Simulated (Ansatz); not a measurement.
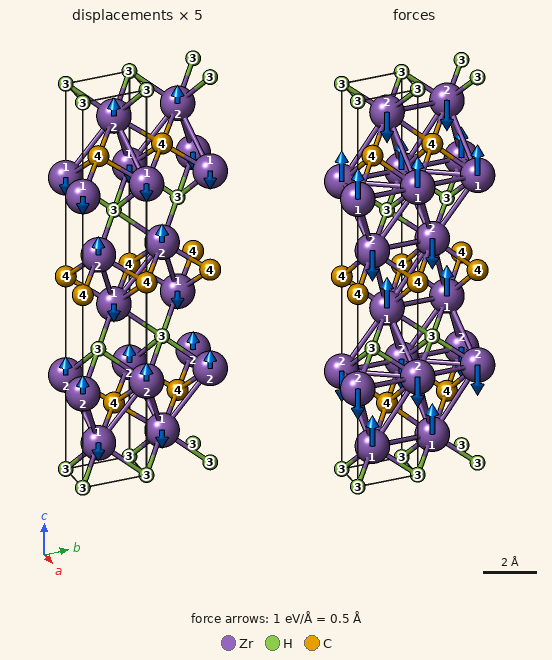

Left: a symmetric starting cell of Zr$_{2}$HC (made from another compound by putting Zr in place of Ti), with blue arrows for the displacements applied to it (without the part that the change of the cell carries along). Right: the displaced structure with the computed forces. Besides, the cell is strained by 0.0 % along c and −6.0 % across it (volume −11.6 %). Style: ball-and-stick. Shown: the conventional cell (3 times the calculation's cell), repeated 1 × 2 × 1 with one cell outlined, slightly off an axis. Lengths and directions refer to the drawn axes.

The calculation used DFT PBEsol, scalar-relativistic, plane waves, PAW (Ansatz). Settings: plane-wave cutoff 420 eV; k-point mesh 18 × 18 × 18; occupations gaussian; smearing width 0.1 eV; no spin polarisation.

Where do the forces point?

Answer. The Zr atoms are displaced by 0.15 Å relative to the cell: Zr1 0.15 Å along −c. No relaxation follows. The starting cell wasn't computed here and needn't be at equilibrium, so pressure and forces aren't due to the change alone. The pressure is 49.7 GPa (not all of it need come from the change, since the unchanged cell can be under pressure at this level too). The principal stresses (compression positive) are 42.5 GPa along c and 53.3 GPa across it. The largest forces, 2.4 eV/Å, act on Zr1 and Zr2; on Zr1 it points along +c. The forces point straight back along the displacements (cosine −1.00). Among the bonded contacts that change: Zr–Zr 3.264 → 2.959 Å, Zr–Zr 3.227 → 3.034 Å, H–Zr 2.295 → 2.119 Å, Zr–Zr 2.973 → 3.145 Å. The space group stays R-3m (No. 166).
